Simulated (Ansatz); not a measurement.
# Hf$_{6}$Si$_{6}$O$_{23}$ (cell charge +1, with a compensating background) (cell with a defect): what the fields show

The calculation's input:

```
crystal:
  lattice:
    - [6.5820234007, 0.0, 0.0]
    - [0.0, 6.5820234007, 0.0]
    - [-3.2910117004, -3.2910117004, 8.9492008858]
  atoms:
    - { symbol: Hf, position: [3.62801e-05, 0.0013960519, -1.45562e-05] }
    - { symbol: Hf, position: [0.3330691302, 0.3398480689, 0.6660148294] }
    - { symbol: Hf, position: [0.6644068324, 0.6649965622, 0.3287125287] }
    - { symbol: Hf, position: [0.0830671364, 0.5847448201, 0.1660249182] }
    - { symbol: Hf, position: [0.4182882324, 0.9102919422, 0.836486132] }
    - { symbol: Hf, position: [0.7500831132, 0.2499470191, 0.5000546051] }
    - { symbol: Si, position: [0.5834139644, 0.0839304078, 0.1667372405] }
    - { symbol: Si, position: [0.9169728738, 0.4176014178, 0.833827799] }
    - { symbol: Si, position: [0.2513618282, 0.7606997313, 0.5026246473] }
    - { symbol: Si, position: [0.166624908, 0.1684325077, 0.3331489738] }
    - { symbol: Si, position: [0.4950579209, 0.4637977528, -0.0110723866], spin: 1.0 }
    - { symbol: Si, position: [0.8331593973, 0.8342045338, 0.6662247785] }
    - { symbol: O, position: [0.7732489704, 0.5880648282, 0.5464016413] }
    - { symbol: O, position: [0.1056028746, 0.92355689, 0.2111078306] }
    - { symbol: O, position: [0.7061875995, 0.0242013286, 0.0443660702] }
    - { symbol: O, position: [0.0424256675, 0.3555039098, 0.713157328] }
    - { symbol: O, position: [0.3755622097, 0.6988097927, 0.3811070838] }
    - { symbol: O, position: [0.3382697837, 0.0241927159, 0.0443680005] }
    - { symbol: O, position: [0.6708479734, 0.3555156688, 0.7131579538] }
    - { symbol: O, position: [0.0056436111, 0.6988131573, 0.381109703] }
    - { symbol: O, position: [0.1065029369, 0.2935837436, 0.2129205496] }
    - { symbol: O, position: [0.4394800044, 0.6168543354, 0.878832179] }
    - { symbol: O, position: [0.7729399483, 0.9591537671, 0.5457903395] }
    - { symbol: O, position: [0.3754622135, 0.5538108803, 0.1189497915] }
    - { symbol: O, position: [0.7088029816, 0.896081278, 0.7882394395] }
    - { symbol: O, position: [0.0429020063, 0.2282237501, 0.4547420646] }
    - { symbol: O, position: [0.6443798627, 0.3283578081, 0.288671845] }
    - { symbol: O, position: [0.9770204616, 0.6635240615, 0.9539015223] }
    - { symbol: O, position: [0.315902545, 1.0048696813, 0.6317158497] }
    - { symbol: O, position: [0.6435613472, 0.9591499779, 0.2870162471] }
    - { symbol: O, position: [0.9771370924, 0.2924167054, 0.9541651797] }
    - { symbol: O, position: [0.3107662465, 0.6311819692, 0.6214397766] }
    - { symbol: O, position: [0.4119437248, 0.2282231061, 0.4547410026] }
    - { symbol: O, position: [0.7436006592, 0.5538130404, 0.1189512565] }
    - { symbol: O, position: [0.0795298065, 0.8960889695, 0.7882391382] }
  host:
    lattice:
      - [-3.2910117004, 3.2910117004, 2.9830669619]
      - [3.2910117004, -3.2910117004, 2.9830669619]
      - [3.2910117004, 3.2910117004, -2.9830669619]
    atoms:
      - { symbol: Hf, position: [0.0, 0.0, 0.0] }
      - { symbol: Hf, position: [0.75, 0.25, 0.5] }
      - { symbol: Si, position: [0.25, 0.75, 0.5] }
      - { symbol: Si, position: [0.5, 0.5, 0.0] }
      - { symbol: O, position: [0.1333334022, 0.3181250507, 0.8152083516] }
      - { symbol: O, position: [0.0681250507, 0.7529166991, 0.6847916484] }
      - { symbol: O, position: [0.0681250507, 0.3833334022, 0.3152083516] }
      - { symbol: O, position: [0.5029166991, 0.3181250507, 0.1847916484] }
      - { symbol: O, position: [0.6818749493, 0.4970833009, 0.8152083516] }
      - { symbol: O, position: [0.6166665978, 0.9318749493, 0.6847916484] }
      - { symbol: O, position: [0.2470833009, 0.9318749493, 0.3152083516] }
      - { symbol: O, position: [0.6818749493, 0.8666665978, 0.1847916484] }
total_charge: 1
basis:
  ecutwfc: 420
  xc_grid: 2
kpoints:
  mp_grid: { grid: [2, 2, 2], shift: [0.0, 0.0, 0.0] }
hamiltonian:
  xc: pbesol
scf:
  occupations: { method: gaussian, width: 0.02 }
  lower_state_search: "off"
output:
  forces: true
  stress: false
  eigenvalues: true
  populations: true
  charged_corrections:
    defect_position: [0.43937502, 0.25458337, 0.87875003]
    epsilon: [[12.0171, 0.0, 0.0], [0.0, 12.0171, 0.0], [0.0, 0.0, 11.9651]]
  write_density: true
  write_potential: true
  elf: true
  volumetric_format: npy
magnetization:
  spin_polarized: true
relax:
  adjacent_minimum: "off"
  f_tol: 0.03
  max_steps: 40
```

Run with:

```sh
ansatz run input.yaml --threads 8 --pin off --max-ram 16384MiB --backend cpu --events-out ev --progress --plain --runs-dir out
```

The fields are those of the run's last geometry, not of the input's.

The program warned that a starting moment wasn't kept; spin-polarised, but the moments vanished.

These are results of Ansatz 0.2.0, DFT PBEsol, scalar-relativistic, plane waves, PAW, not measurements.

In a PAW calculation such maps are meaningful between the atoms, not at the nuclei.

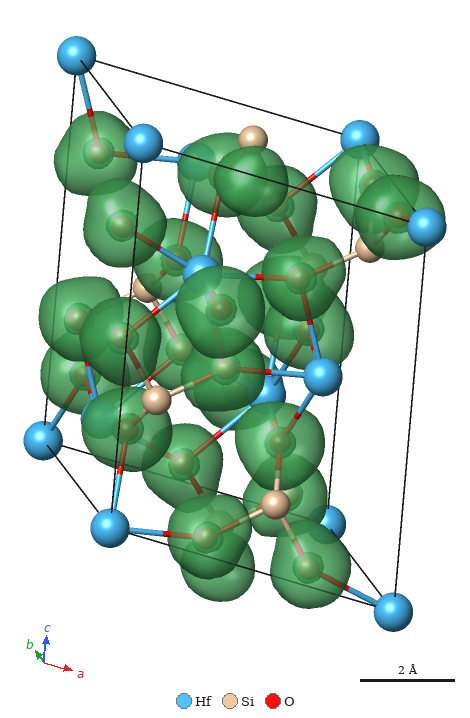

Figure 1. Isosurface of the ELF at 0.65 (green), seen slightly off an axis. Core shells and regions of very low density are left out. Sticks mark near contacts.

Describe the localisation domains.

Answer. At this value the surface marks out 23 regions on O in which the atom's valence shell and bonds are merged and one region wrapped around Si (its valence shell), counted in one cell of 35 atoms. Any copies at cell faces, edges or corners count once. Profiles from the grid: Si–O (1.62 Å): the ELF peaks at about 0.85 between the atoms. Hf–O (2.08 Å): the ELF peaks at about 0.85 in the valence shell of O, 0.6 Å from its nucleus, and drops to about 0.15 between the two atoms (no shared electron pair shows on this line).

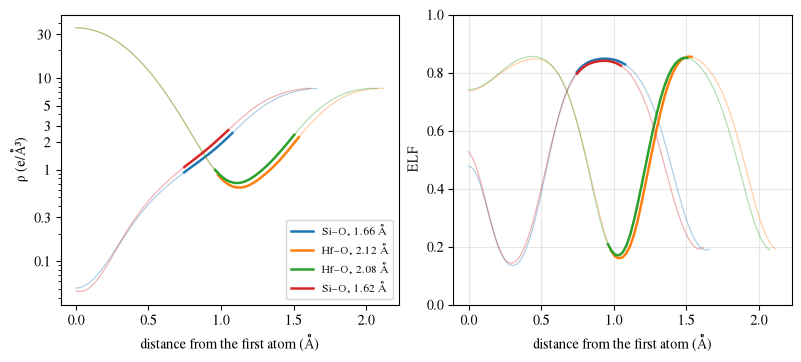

Figure 2. Valence charge density (pseudo) and electron localisation function along straight lines between neighbouring atoms. Thin, pale parts lie inside the atomic spheres.

Compare the contacts.

Answer. Si–O (1.66 Å): the density is about 1.2 e/Å³ at the midpoint; the ELF peaks at about 0.85 between the atoms.
Hf–O (2.12 Å): the density is about 0.68 e/Å³ at the midpoint; the ELF peaks at about 0.85 in the valence shell of O, 0.6 Å from its nucleus, and drops to about 0.15 between the two atoms (no localised pair shows between them).
Hf–O (2.08 Å): the density is about 0.77 e/Å³ at the midpoint; the ELF peaks at about 0.85 in the valence shell of O, 0.6 Å from its nucleus, and drops to about 0.15 between the two atoms; no shared electron pair shows on this line.
Si–O (1.62 Å): ρ is about 1.3 e/Å³ halfway; the ELF peaks at about 0.85 between the atoms.

Does the calculation give a band gap?

Answer. It is metallic or semimetallic at this level of theory: no gap opens.
